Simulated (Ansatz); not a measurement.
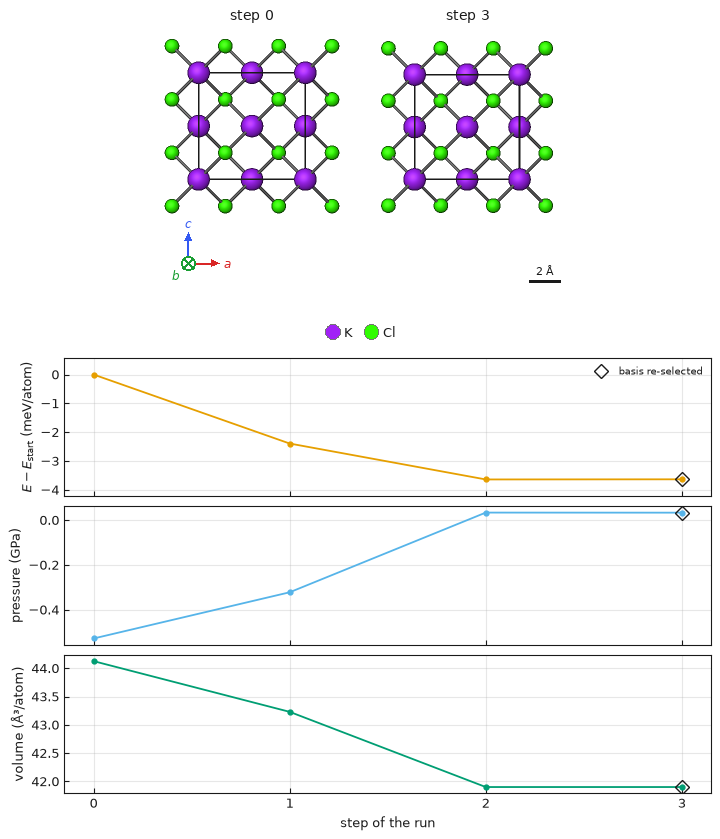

First and last geometry of a relaxation of solid KCl (built on the zincblende type), with the history of the run. Style: ball-and-stick. Shown: the conventional cell (4 times the calculation's cell), along the b axis. Lengths and directions refer to the drawn axes.

Level of theory: DFT, PBEsol, plane waves, PAW (Ansatz).

Input
```yaml
crystal:
  lattice:
    - [0.0, 3.5337206842, 3.5337206842]
    - [3.5337206842, 0.0, 3.5337206842]
    - [3.5337206842, 3.5337206842, 0.0]
  atoms:
    - { symbol: K, position: [0.0, 0.0, 0.0] }
    - { symbol: Cl, position: [0.25, 0.25, 0.25] }
kpoints:
  mp_grid: { grid: [6, 6, 6] }
hamiltonian:
  xc: pbesol
scf:
  occupations: { method: fermi_dirac, width: 0.02 }
relax:
  f_tol: 0.005
  cell: {}
```

Run as
```bash
ansatz run input.yaml --threads 2 --pin off --max-ram 2211MiB --backend cpu --events-out ev --progress --plain --runs-dir out
```

Read the history and describe the run.

It converged. The atoms keep their places relative to the cell (all moves are under 0.005 Å). The drawn cell changes as follows: a = b = c 7.067 → 6.947 Å (−1.7 %); the volume changes by −5.0 %. Some distances before and after: K1–Cl2 3.060 → 3.008 Å. The space group stays F-43m (No. 216). The energy falls by 3.6 meV per atom in 2 accepted moves (3 points after the start). All forces vanish by symmetry, so only the cell relaxes. The pressure goes from −0.53 to 0.03 GPa. The SCF was repeated once at an unchanged geometry on a basis and grid sized afresh for the cell, which shifted the energy by less than 0.05 meV per atom at most. The run took 5 s on 2 threads of Arm Neoverse V1, with other jobs on the host, peak memory 0.32 GiB.

```csv
step,"E − E(0), meV/atom","pressure, GPa","volume, Å³/atom",note
0,0.00,-0.53,44.126,
1,-2.39,-0.32,43.230,
2,-3.64,0.03,41.901,
3,-3.63,0.03,41.901,"same geometry, new basis"
```
